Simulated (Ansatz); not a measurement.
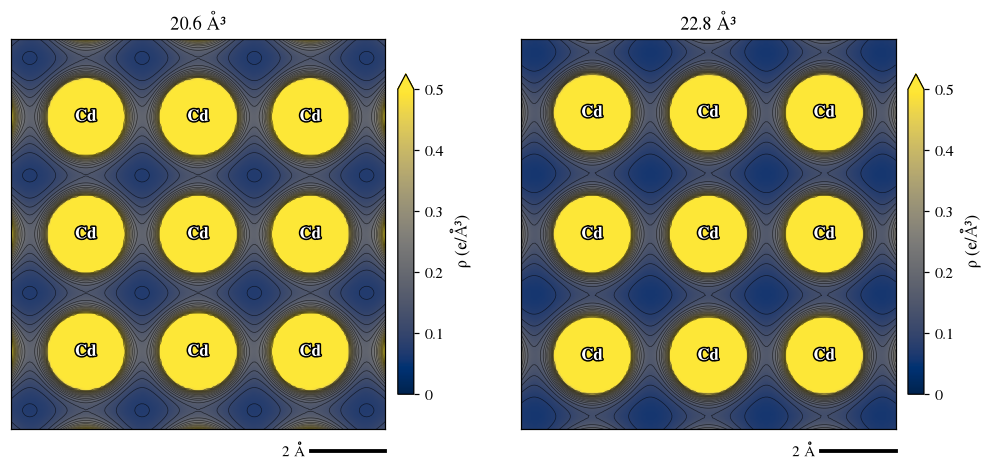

Cd. The valence electron density of cells scaled evenly to different volumes (given per atom above each panel), on the (110) plane of each (indices in the axes of the cell below), at one length scale and on one colour scale.

A structure from a database of computed crystals, not necessarily the ambient phase.

Computed with Kohn-Sham DFT of a periodic cell, PBE, Ansatz PAW in Ansatz 0.2.0.

In a PAW calculation such maps are meaningful between the atoms, not at the nuclei.

The largest cell:

```cif
data_structure
_symmetry_space_group_name_H-M 'P 1'
_symmetry_Int_Tables_number 1
_cell_length_a 3.1140
_cell_length_b 3.1140
_cell_length_c 3.1140
_cell_angle_alpha 63.092
_cell_angle_beta 63.092
_cell_angle_gamma 63.092
_cell_volume 22.82
loop_
_atom_site_label
_atom_site_type_symbol
_atom_site_fract_x
_atom_site_fract_y
_atom_site_fract_z
_atom_site_occupancy
Cd1 Cd 0.00000 0.00000 0.00000 1
```

| volume (Å³/atom) | Cd–Cd contact in the plane (Å) | ρ at its midpoint (e/Å³) | pressure (GPa) | 
| --- | --- | --- | --- |
| 20.62 | 3.011 | 0.187 | 5.9 | 
| 21.06 | 3.032 | ? | ? | 
| 22.82 | 3.114 | 0.158 | 0.1 | 

What values belong in the row with question marks?

Over the known rows ln ρ falls by 1.64 per Å of Cd–Cd distance (the line through the two), which gives 0.181 e/Å³ at 3.032 Å; the calculation gives 0.181 e/Å³. For the pressure, a straight line in volume between the neighbouring rows gives 4.7 GPa; the calculation gives 4.5.
